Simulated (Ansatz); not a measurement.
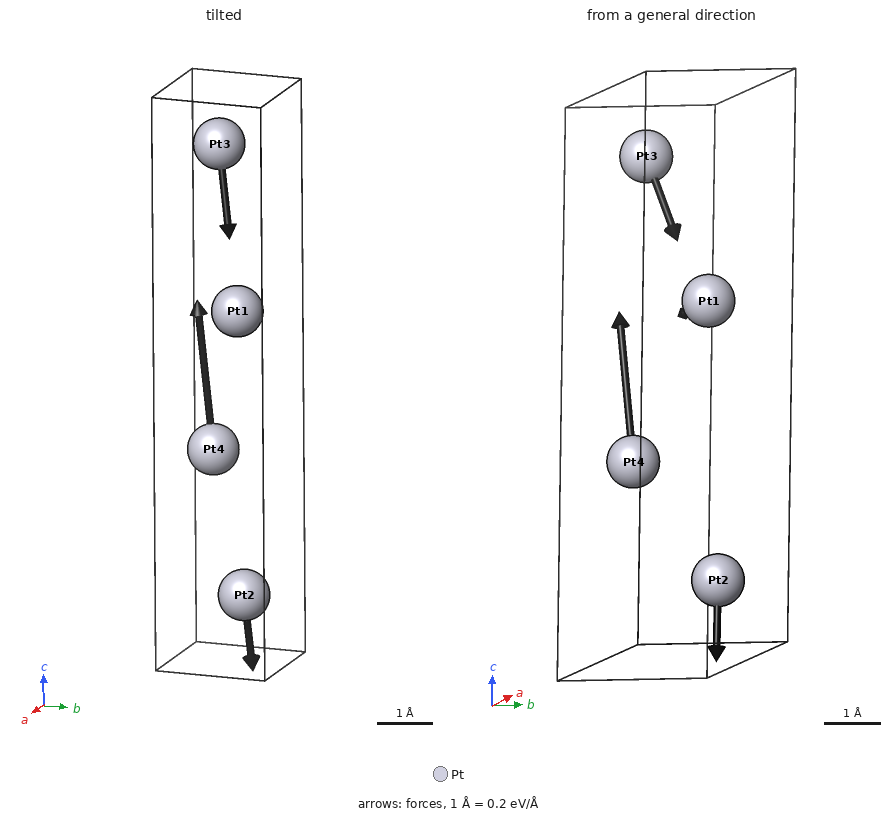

The crystal in a spheres-only representation, seen slightly off an axis and from a general direction. The cell (the run's own, in a reduced setting) is outlined; an atom on or near a face, edge or corner is repeated at each equivalent position. The arrows are the computed forces on the atoms.

System: Pt. Results below were computed with DFT PBEsol, scalar-relativistic, plane waves, PAW in Ansatz 0.2.0; the settings were a cutoff energy of 420 eV, k-points about 0.24 Å⁻¹ apart, Gaussian smearing of 0.15 eV, no spin polarisation.

> Is the structure at a minimum of the energy?

No. The atoms still feel forces of up to about 0.47 eV/Å, far above a usual threshold of 0.01 to 0.03 eV/Å.

> Where is the maximum force, and how large is it?

Pt4, about 0.47 eV/Å.

The model was built from a structure listed in the Materials Project. The cell was then strained or its atoms displaced on purpose. It went into a calculation with Ansatz.
